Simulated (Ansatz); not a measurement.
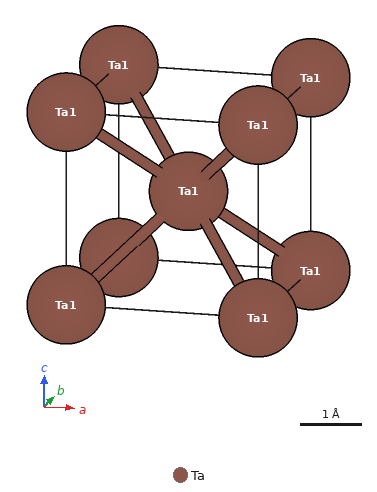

The structure as given in the input (ball-and-stick view of the cell 2 times as large as that of the calculation, set on its symmetry axes, seen slightly off an axis; atoms are numbered from 1 in the order of the input). An atom can appear more than once, as a periodic image.

# What a change does: single-point calculation on Ta

System: Ta (Im-3m, 1 atom in the cell).
Method of run A: DFT PBEsol, scalar-relativistic, plane waves, PAW, no spin polarisation (Ansatz 0.2.0).

The structure derives from an entry of the Crystallography Open Database. Text and figures count atoms from 1; the logs count them from 0 in places.

### The input, run A
```yaml
crystal:
  lattice:
    - [-1.65128, 1.65128, 1.65128]
    - [1.65128, -1.65128, 1.65128]
    - [1.65128, 1.65128, -1.65128]
  atoms:
    - { symbol: Ta, position: [0.0, 0.0, 0.0] }
basis:
  ecutwfc: 420
kpoints:
  mp_grid: { grid: [22, 22, 22] }
hamiltonian:
  xc: pbesol
scf:
  occupations: { method: gaussian, width: 0.15 }
output:
  forces: true
  stress: true
  eigenvalues: true
```

Command:
```bash
ansatz run input.yaml --threads 1 --pin off --max-ram 2560MiB --backend cpu --events-out ev --progress --plain --runs-dir out
```

Hardware: 1 thread of Intel Xeon @ 2.70GHz, 189 GiB of memory available, shared host.

### Output, shortened to warnings, some set-up lines, iterations and results (run A)
```
Basis set: ecut = 420 eV, 369 PW (Γ), exchange–correlation on 40×40×40 points (8 copies of the dense FFT grid, shifted against one another)
Symmetry: 48 space group operations
k-points: 328 of 10648
Initial density: superposition of atomic densities (neutral atoms: chi_scale 0, normalization atom), corrected by the library's trained network
[...]
SCF iter   1: F=—  HF=-9806.501923 eV  |F-HF|=—  |Δ(HF+E_count)|=         —  Δρ=2.16e-3  dr2=2.18e-4  ethr=1.77e-3  ⟨swp⟩=5.1  Hψ=19813  notcnv=0
SCF iter   2: F=—  HF=-9806.501762 eV  |F-HF|=—  |Δ(HF+E_count)|=   1.62e-4  Δρ=1.01e-3  dr2=4.61e-5  ethr=1.68e-6  ⟨swp⟩=2.1  Hψ=7941  notcnv=0
SCF iter   3: F=—  HF=-9806.501801 eV  |F-HF|=—  |Δ(HF+E_count)|=   3.95e-5  Δρ=1.57e-4  dr2=1.51e-6  ethr=3.55e-7  ⟨swp⟩=1.1  Hψ=3625  notcnv=0
SCF iter   4: F=-9806.501801 eV  HF=-9806.501801 eV  |F-HF|=4.62e-8  |Δ(HF+E_count)|=   5.95e-8  Δρ=4.27e-5  dr2=9.53e-8  ethr=1.16e-8  ⟨swp⟩=2.2  Hψ=5313  notcnv=0
SCF iter   5: F=-9806.501801 eV  HF=-9806.501801 eV  |F-HF|=1.29e-8  |Δ(HF+E_count)|=   2.70e-8  Δρ=2.27e-5  dr2=2.51e-8  ethr=7.33e-10  ⟨swp⟩=1.1  Hψ=3623  notcnv=0
SCF iter   6: F=-9806.501801 eV  HF=-9806.501801 eV  |F-HF|=2.55e-11  |Δ(HF+E_count)|=   1.07e-8  Δρ=9.77e-7  dr2=6.86e-11  ethr=1.93e-10  ⟨swp⟩=3.1  Hψ=11862  notcnv=0
SCF 1 converged in 6 iterations: F = -9806.501801 eV  dr2 = 6.86e-11
SCF converged after 6 iterations
Free energy (F): -9806.501801 eV
Harris-Foulkes:  -9806.501801 eV  (|F-HF|=2.55e-11)
Internal energy: -9806.486362 eV  (E = F + TS)
E sigma→0 (E₀):  -9806.494081 eV
Entropy (-TS):   -0.015439 eV (-15.439 meV/atom)
Fermi energy:    18.467773 eV
--- Per-component energies (eV) ---
  E_band       = -105.265455
  E_kinetic    = 365.985482
  E_local      = -550.044050  (includes V_loc(G=0)·N_el)
  E_nonlocal   = 17.547220
  E_hartree    = 190.058724
  E_xc         = -216.889802
  E_vxc        = -203.690024  (∫ρ·V_xc dr)
  E_paw        = -8272.546294  (= ΣΔE_a)
  E_vpaw       = -115.181765  (= ΣTr[D̂ρ^β])
  E_aug_tail   = 0.000155  (compensation charges beyond the density's cutoff)
  E_ewald      = -1340.811443
  E_core_change = 0.213646  (= ΣΔE_core)
  E_smearing   = -0.015439  (= −TS)
  E_closure    = 0.000000  (closes the sum)
  Σ components = -9806.501801   (vs F -9806.501801, Δ=0.00e0)
--- Forces (eV/Å), atoms counted from 1 ---
  atom   1  Ta     0.00000000     0.00000000     0.00000000
  max |Σ_I F_I| component: 7.91e-32 eV/Å
--- Stress (GPa, compression-positive) ---
       -3.780522       0.000000       0.000000
        0.000000      -3.780522       0.000000
        0.000000      -0.000000      -3.780522
  P = ⅓ Tr σ = -3.7805 GPa (-37.805 kbar)
```

For run B the input was changed thus:
```diff
-  mp_grid: { grid: [22, 22, 22] }
+  mp_grid: { grid: [20, 20, 20] }
+  write_density: true
+  write_potential: true
+  elf: true
+  volumetric_format: npy
```

Predict how the results change.

The free energy of run B is 0.8 meV per atom lower, which measures how much it depends on this numerical setting. The number of SCF iterations is the same. The irreducible k-points go from 328 to 256.

### Output, shortened to warnings, some set-up lines, iterations and results (run B)
```
Basis set: ecut = 420 eV, 369 PW (Γ), exchange–correlation on 40×40×40 points (8 copies of the dense FFT grid, shifted against one another)
Symmetry: 48 space group operations
k-points: 256 of 8000
Initial density: superposition of atomic densities (neutral atoms: chi_scale 0, normalization atom), corrected by the library's trained network
[...]
SCF iter   1: F=—  HF=-9806.502689 eV  |F-HF|=—  |Δ(HF+E_count)|=         —  Δρ=2.17e-3  dr2=2.26e-4  ethr=1.77e-3  ⟨swp⟩=5.1  Hψ=15388  notcnv=0
SCF iter   2: F=—  HF=-9806.502549 eV  |F-HF|=—  |Δ(HF+E_count)|=   1.40e-4  Δρ=1.02e-3  dr2=4.81e-5  ethr=1.74e-6  ⟨swp⟩=2.1  Hψ=6213  notcnv=0
SCF iter   3: F=—  HF=-9806.502589 eV  |F-HF|=—  |Δ(HF+E_count)|=   4.04e-5  Δρ=1.63e-4  dr2=1.71e-6  ethr=3.70e-7  ⟨swp⟩=1.1  Hψ=2839  notcnv=0
SCF iter   4: F=—  HF=-9806.502589 eV  |F-HF|=—  |Δ(HF+E_count)|=   1.08e-7  Δρ=4.51e-5  dr2=1.06e-7  ethr=1.31e-8  ⟨swp⟩=2.2  Hψ=4142  notcnv=0
SCF iter   5: F=-9806.502589 eV  HF=-9806.502589 eV  |F-HF|=1.57e-8  |Δ(HF+E_count)|=   2.99e-8  Δρ=2.46e-5  dr2=3.00e-8  ethr=8.13e-10  ⟨swp⟩=1.1  Hψ=2838  notcnv=0
SCF iter   6: F=-9806.502589 eV  HF=-9806.502589 eV  |F-HF|=1.46e-11  |Δ(HF+E_count)|=   1.31e-8  Δρ=9.96e-7  dr2=6.18e-11  ethr=2.31e-10  ⟨swp⟩=6.3  Hψ=14443  notcnv=0
SCF 1 converged in 6 iterations: F = -9806.502589 eV  dr2 = 6.18e-11
SCF converged after 6 iterations
Free energy (F): -9806.502589 eV
Harris-Foulkes:  -9806.502589 eV  (|F-HF|=1.46e-11)
Internal energy: -9806.488172 eV  (E = F + TS)
E sigma→0 (E₀):  -9806.495381 eV
Entropy (-TS):   -0.014417 eV (-14.417 meV/atom)
Fermi energy:    18.459279 eV
--- Per-component energies (eV) ---
  E_band       = -105.277400
  E_kinetic    = 365.976686
  E_local      = -550.025870  (includes V_loc(G=0)·N_el)
  E_nonlocal   = 17.545073
  E_hartree    = 190.047364
  E_xc         = -216.889344
  E_vxc        = -203.689406  (∫ρ·V_xc dr)
  E_paw        = -8272.544438  (= ΣΔE_a)
  E_vpaw       = -115.178815  (= ΣTr[D̂ρ^β])
  E_aug_tail   = 0.000155  (compensation charges beyond the density's cutoff)
  E_ewald      = -1340.811443
  E_core_change = 0.213646  (= ΣΔE_core)
  E_smearing   = -0.014417  (= −TS)
  E_closure    = 0.000000  (closes the sum)
  Σ components = -9806.502589   (vs F -9806.502589, Δ=0.00e0)
--- Forces (eV/Å), atoms counted from 1 ---
  atom   1  Ta    -0.00000000     0.00000000     0.00000000
  max |Σ_I F_I| component: 3.29e-32 eV/Å
--- Stress (GPa, compression-positive) ---
       -3.777596       0.000000      -0.000000
       -0.000000      -3.777596       0.000000
       -0.000000       0.000000      -3.777596
  P = ⅓ Tr σ = -3.7776 GPa (-37.776 kbar)
```

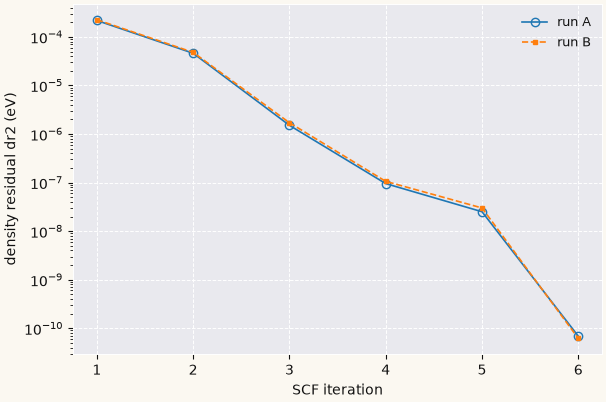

Convergence of the two runs: density residual dr2 against the SCF iteration. Run A takes 6 iterations in all, and run B takes 6.

### The two runs side by side

```tsv
quantity	run A	run B
outcome	converged	converged
free energy per atom (eV)	−9806.5018	−9806.5026
energy per atom, smearing taken to zero (eV)	−9806.4941	−9806.4954
gap on the mesh (eV)	0.00	0.00
pressure (GPa)	−3.78	−3.78
largest force (eV/Å)	0.000	0.000
SCF iterations	6	6
irreducible k-points	328	256
plane waves at Γ	369	369
wall time (shared host)	3.1 s	3.2 s
```

For both runs: Spin–orbit coupling is left out, which matters for Ta.
